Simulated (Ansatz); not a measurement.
W14S27 (cell with a defect)

The calculation's input:

```
crystal:
  lattice:
    - [1.576894648, -8.1937849453, 0.0]
    - [-7.8844732398, 2.7312616484, 0.0]
    - [0.0, 0.0, -12.1432922696]
  atoms:
    - { symbol: W, position: [0.619047619, 0.5238095238, 0.75] }
    - { symbol: W, position: [0.3333333333, 0.6666666667, 0.75] }
    - { symbol: W, position: [0.0476190476, 0.8095238095, 0.75] }
    - { symbol: W, position: [0.4761904762, 0.0952380952, 0.75] }
    - { symbol: W, position: [0.1904761905, 0.2380952381, 0.75] }
    - { symbol: W, position: [0.9047619048, 0.380952381, 0.75] }
    - { symbol: W, position: [0.7619047619, 0.9523809524, 0.75] }
    - { symbol: W, position: [0.6608348665, 0.3320928423, 0.2527695541] }
    - { symbol: W, position: [0.3755808184, 0.471663123, 0.2492506166] }
    - { symbol: W, position: [0.0952380952, 0.619047619, 0.25] }
    - { symbol: W, position: [0.5238095238, 0.9047619048, 0.25] }
    - { symbol: W, position: [0.2380952381, 0.0476190476, 0.25] }
    - { symbol: W, position: [0.9523809524, 0.1904761905, 0.25] }
    - { symbol: W, position: [0.7902517029, 0.7461210717, 0.2502400969] }
    - { symbol: S, position: [0.3333333333, 0.6666666667, 0.3796938076] }
    - { symbol: S, position: [0.0476190476, 0.8095238095, 0.3796938076] }
    - { symbol: S, position: [0.4761904762, 0.0952380952, 0.3796938076] }
    - { symbol: S, position: [0.1904761905, 0.2380952381, 0.3796938076] }
    - { symbol: S, position: [0.9047619048, 0.380952381, 0.3796938076] }
    - { symbol: S, position: [0.7619047619, 0.9523809524, 0.3796938076] }
    - { symbol: S, position: [0.6666666667, 0.3333333333, 0.8796938076] }
    - { symbol: S, position: [0.380952381, 0.4761904762, 0.8796938076] }
    - { symbol: S, position: [0.0952380952, 0.619047619, 0.8796938076] }
    - { symbol: S, position: [0.5238095238, 0.9047619048, 0.8796938076] }
    - { symbol: S, position: [0.2380952381, 0.0476190476, 0.8796938076] }
    - { symbol: S, position: [0.9523809524, 0.1904761905, 0.8796938076] }
    - { symbol: S, position: [0.8095238095, 0.7619047619, 0.8796938076] }
    - { symbol: S, position: [0.619047619, 0.5238095238, 0.1203061924] }
    - { symbol: S, position: [0.3333333333, 0.6666666667, 0.1203061924] }
    - { symbol: S, position: [0.0476190476, 0.8095238095, 0.1203061924] }
    - { symbol: S, position: [0.4761904762, 0.0952380952, 0.1203061924] }
    - { symbol: S, position: [0.1904761905, 0.2380952381, 0.1203061924] }
    - { symbol: S, position: [0.9047619048, 0.380952381, 0.1203061924] }
    - { symbol: S, position: [0.7619047619, 0.9523809524, 0.1203061924] }
    - { symbol: S, position: [0.6666666667, 0.3333333333, 0.6203061924] }
    - { symbol: S, position: [0.380952381, 0.4761904762, 0.6203061924] }
    - { symbol: S, position: [0.0952380952, 0.619047619, 0.6203061924] }
    - { symbol: S, position: [0.5238095238, 0.9047619048, 0.6203061924] }
    - { symbol: S, position: [0.2380952381, 0.0476190476, 0.6203061924] }
    - { symbol: S, position: [0.9523809524, 0.1904761905, 0.6203061924] }
    - { symbol: S, position: [0.8095238095, 0.7619047619, 0.6203061924] }
  host:
    lattice:
      - [3.1537892959, 0.0, 0.0]
      - [-1.576894648, 2.7312616484, 0.0]
      - [0.0, 0.0, 12.1432922696]
    atoms:
      - { symbol: W, position: [0.3333333333, 0.6666666667, 0.25] }
      - { symbol: W, position: [0.6666666667, 0.3333333333, 0.75] }
      - { symbol: S, position: [0.3333333333, 0.6666666667, 0.6203061924] }
      - { symbol: S, position: [0.6666666667, 0.3333333333, 0.1203061924] }
      - { symbol: S, position: [0.3333333333, 0.6666666667, 0.8796938076] }
      - { symbol: S, position: [0.6666666667, 0.3333333333, 0.3796938076] }
basis:
  ecutwfc: 420
  xc_grid: 2
kpoints:
  mp_grid: { grid: [2, 2, 2], shift: [0.0, 0.0, 0.0] }
hamiltonian:
  xc: pbe
  dispersion: d3bj
scf:
  occupations: { method: gaussian, width: 0.01 }
output:
  forces: true
  stress: false
  eigenvalues: true
  charged_corrections:
    defect_position: [0.61904762, 0.52380952, 0.37969381]
    epsilon: [[14.1715, 0.0, 0.0], [0.0, 14.1715, 0.0], [0.0, 0.0, 6.661]]
  write_density: true
  write_potential: true
  elf: true
  volumetric_format: npy
relax:
  adjacent_minimum: "off"
  f_tol: 0.025
  max_steps: 60
```

Command:

```sh
ansatz run input.yaml --threads 8 --pin off --max-ram 22528MiB --backend cpu --events-out ev --progress --plain --runs-dir out
```

The fields are those of the relaxed geometry.

These are results of DFT PBE+D3(BJ), scalar-relativistic, plane waves, PAW in Ansatz, not measurements.

Core electrons are frozen (PAW), and the valence fields are smoothed inside the atomic spheres.

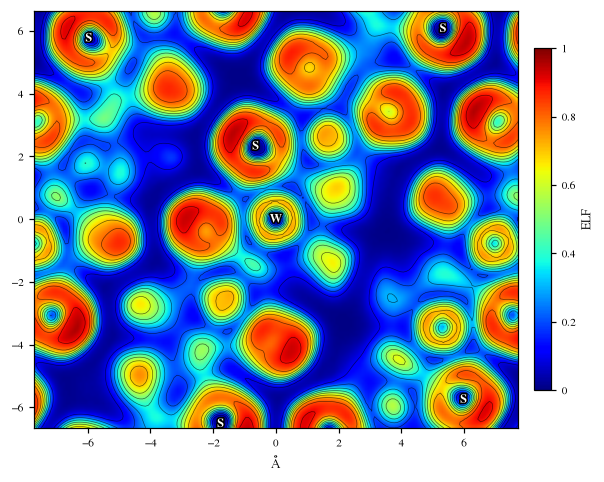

Figure 1. ELF on the (111) plane of the calculation cell.

Question: Interpret the plot.

Answer: The section cuts through W and S sites.
Atoms just off the plane (W, 0.3 Å away and S, 0.3 Å away) can leave unmarked features too.


The features right at W lie inside the PAW spheres, where the map follows smoothed inner orbitals and isn't to be read closely.

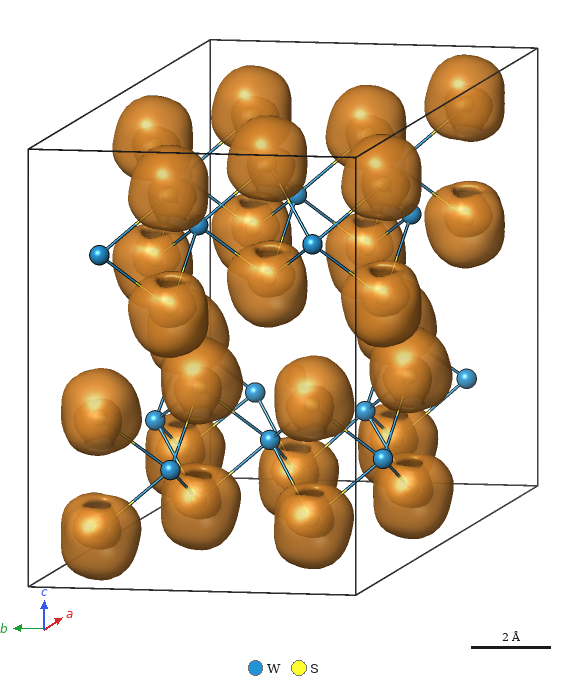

Figure 2. Isosurface of the ELF at 0.75 (orange), seen at an oblique angle. Only the valence region is drawn (cores and ρ < 0.01 e/Å³ removed). Sticks mark near contacts.

Question: What do the ELF domains correspond to?

Answer: The ELF exceeds this value in 27 regions wrapped around S (the valence shell of each) and one pocket between the atoms, centred on no nucleus (multi-centre or interstitial), counted in one cell of 41 atoms. Regions shared between cells count once.


W–S (2.38 Å): the ELF peaks at about 0.85 in the valence shell of S, 0.8 Å from its nucleus, and is about 0.45 at the midpoint. W–S (2.43 Å): the ELF peaks at about 0.85 in the valence shell of S, 0.8 Å from its nucleus, and is about 0.45 at the midpoint.

Question: Does the calculation make it a metal, or give it a gap?

Answer: It is gapped, with a Kohn–Sham gap of 0.63 eV on the k-point mesh (the band edges may lie off the mesh, which would make the gap smaller).
